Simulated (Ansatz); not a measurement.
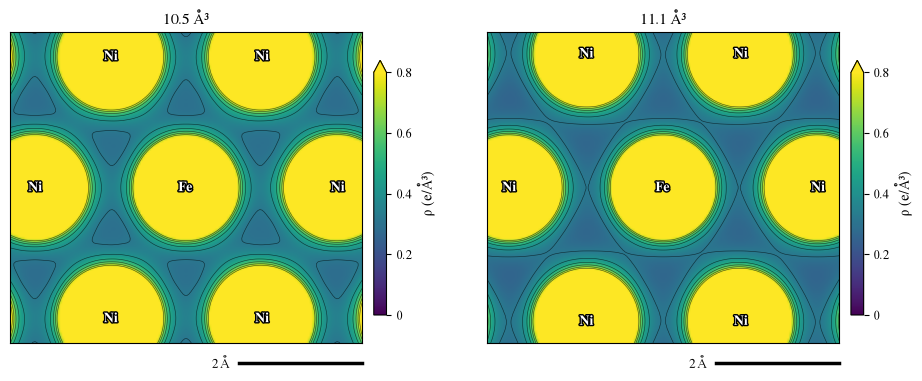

FeNi₃. The valence charge density (pseudo) of cells scaled evenly to different volumes (given per atom above each panel), on the (111) plane of each (indices in the axes of the cell below), at one length scale and on one colour scale.

Spin-polarised.

Computed with DFT PBE, scalar-relativistic, plane waves, PAW (Ansatz).

The density is the valence pseudo-density of a PAW calculation; it isn't the true density close to the nuclei.

The largest cell:

```cif
data_structure
_symmetry_space_group_name_H-M 'P 1'
_symmetry_Int_Tables_number 1
_cell_length_a 3.5437
_cell_length_b 3.5437
_cell_length_c 3.5437
_cell_angle_alpha 90.000
_cell_angle_beta 90.000
_cell_angle_gamma 90.000
_cell_volume 44.50
loop_
_atom_site_label
_atom_site_type_symbol
_atom_site_fract_x
_atom_site_fract_y
_atom_site_fract_z
_atom_site_occupancy
Fe1 Fe 0.00000 0.00000 0.00000 1
Ni1 Ni 0.00000 0.50000 0.50000 1
Ni2 Ni 0.50000 0.00000 0.50000 1
Ni3 Ni 0.50000 0.50000 0.00000 1
```

| volume (Å³/atom) | Ni–Ni contact in the plane (Å) | ρ at its midpoint (e/Å³) | pressure (GPa) | largest moment (μB) | 
| --- | --- | --- | --- | --- |
| 10.46 | 2.455 | 0.350 | 14.2 | 2.84 | 
| 10.79 | 2.480 | ? | ? | ? | 
| 11.13 | 2.506 | 0.317 | 0.0 | 2.91 | 

### What values belong in the row with question marks?

Over the known rows ln ρ falls by 1.94 per Å of Ni–Ni distance (the line through the two), which gives 0.333 e/Å³ at 2.480 Å; the calculation gives 0.333 e/Å³. For the pressure, a straight line in volume between the neighbouring rows gives 7.2 GPa; the calculation gives 6.5, lower because pressure rises ever faster on compression. For the largest moment, a straight line in volume between the neighbouring rows gives 2.87 μB; the calculation gives 2.87.
